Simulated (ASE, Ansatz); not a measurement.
# Random zinc-blende alloy of GaAs and GaP (64 atoms), relaxed: mesh and functional compared

Which bonds does the relaxation leave, and how do the Kohn-Sham gap, forces and pressure change with k-mesh and functional?

Calculated with Ansatz 0.2.0: Kohn-Sham DFT, PBE, PAW (set soft_2), plane waves; cutoff 420 eV, k-mesh 2×2×2, fermi-dirac smearing of 0.025 eV.

**The cell**

The cell holds 64 atoms: 32 Ga, 4 As and 28 P. Cell: a = 10.952 Å, b = 10.952 Å, c = 10.952 Å, α = 90.0°, β = 90.0°, γ = 90.0°. It derives from GaAs and GaP. Zinc-blende GaAs, 2 x 2 x 2 conventional cells, 28 of 32 As sites given to P at random (x = 0.875), lattice by Vegard's rule (a = 5.476 Å); every coordinate displaced by a Gaussian of 0.05 Å.

Cell and atoms were relaxed with PBE. The walk converged after 4 steps by the program's count, with a largest force component of 0.00752 eV/Å; it began at an r.m.s. force component of 0.74 eV/Å. The edges went from 10.952, 10.952, 10.952 to 11.069, 11.069, 11.070 Å, and the volume from 20.528 to 21.192 Å³ an atom (+3.2 %).

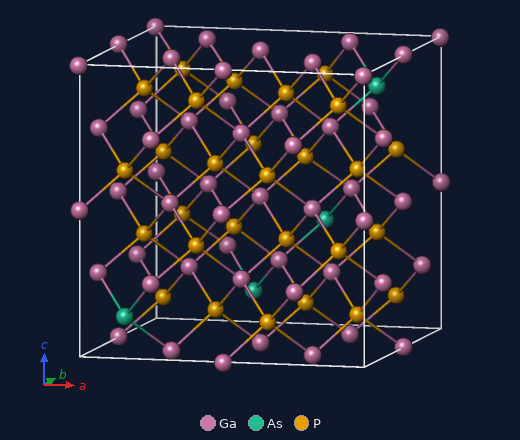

The relaxed cell. Bonds to atoms that aren't drawn are left out. Some periodic images of atoms are drawn too.

The input of the reference single point:

```yaml
crystal:
  lattice:
    - [11.06884, -0.00051, 0.0002]
    - [-0.00051, 11.06932, 9.0e-05]
    - [0.0002, 9.0e-05, 11.06973]
  atoms:
    - { symbol: Ga, position: [0.99731, 0.9975, 0.99588] }
    - { symbol: As, position: [0.12434, 0.12689, 0.12479] }
    - { symbol: Ga, position: [0.99701, 0.25464, 0.2538] }
    - { symbol: P, position: [0.12536, 0.37674, 0.37599] }
    [... 58 atom lines left out ...]
    - { symbol: Ga, position: [0.75412, 0.74741, 0.50351] }
    - { symbol: P, position: [0.87621, 0.87672, 0.62485] }
kpoints:
  mp_grid: { grid: [2, 2, 2] }
hamiltonian:
  xc: pbe
scf:
  occupations: { method: fermi_dirac, width: 0.025 }
output:
  forces: true
  stress: true
  populations: true
  dos:
    method: { smearing: { sigma: 0.08 } }
    de: 0.05
    projected: { site_lists: { As: [As], Ga: [Ga], P: [P] } }
  eigenvalues: true
  write_density: true
  write_potential: true
  volumetric_format: npy
```

**Bonds after relaxation**

Bonds by pair of elements; cutoffs follow the first minimum of g(r), held within bounds set by covalent radii, and pairs that aren't listed don't count as bonded:

| pair A-B | cutoff (Å) | bonds | mean length (Å) | spread (Å) | shortest (Å) | B about A | A about B |
| --- | --- | --- | --- | --- | --- | --- | --- |
| Ga-P | 2.77 | 112 | 2.39 | 0.006 | 2.37 | 3.5 | 4 |
| Ga-As | 2.88 | 16 | 2.46 | 0.004 | 2.45 | 0.5 | 4 |

How many atoms have how many bonded neighbours:

| element | mean | 4 |
| --- | --- | --- |
| As | 4 | 4 |
| Ga | 4 | 32 |
| P | 4 | 28 |

**Levels of theory**

Single points at the relaxed geometry:

| functional | k-mesh | Kohn-Sham gap (eV) | pressure (GPa) | r.m.s. force component (eV/Å) | SCF cycles | time |
| --- | --- | --- | --- | --- | --- | --- |
| PBE | 2×2×2 | 1.372 | 0.00 | 0.002 | 8 | 1.8 min |
| PBE | 1×1×1 | 1.359 | 0.35 | 0.008 | 8 | 10 s |
| HSE06 | 1×1×1 | 2.285 | -1.54 | 0.018 | 22 | 2.8 min |
| r2SCAN | 2×2×2 | 1.807 | -2.50 | 0.012 | 9 | 3.4 min |
| PBEsol | 2×2×2 | 1.294 | -2.90 | 0.006 | 8 | 1.7 min |

The gap is that between the highest filled and lowest empty Kohn-Sham level on the run's k-points. Cutoffs: 420 eV for PBE, HSE06 and PBEsol; 500 eV for r2SCAN. Times come from shared hosts and are rough.

**Findings**

The Kohn-Sham gap is 1.37 eV with PBE on the 2×2×2 mesh. On the 1×1×1 mesh HSE06 changes the gap by +0.93 eV against PBE. Carrying that shift over to the 2×2×2 mesh gives 1.37 + 0.93 = 2.30 eV, an estimate that takes the shift to be alike at all k-points. On the reference's mesh the gap changes with r2SCAN by +0.43 eV and PBEsol by -0.08 eV. Against the reference the pressure changes with r2SCAN by -2.5 GPa and PBEsol by -2.9 GPa; a negative change means a smaller volume than PBE would take.

Limits: All single points share the geometry relaxed with PBE. One random arrangement of the atoms on their sites. In some runs the program notes that it cut back its work space to fit the memory limit, the exchange threshold is loose for the stress and the SCF threshold is loose for the stress. Spin–orbit coupling is left out; it splits the top valence bands of compounds with Ge, As, Se, Sb or Te and narrows their gaps.

[Logs are printed without paths, hosts, clocks, repeated set-up lines and the standing remarks that a program may print on its own settings, such as how far it seeks lower states.]

[Hosts, paths, dates, database ids (printed as entryN), source tags and the programs' standing remarks are cut or masked in the printed files.]
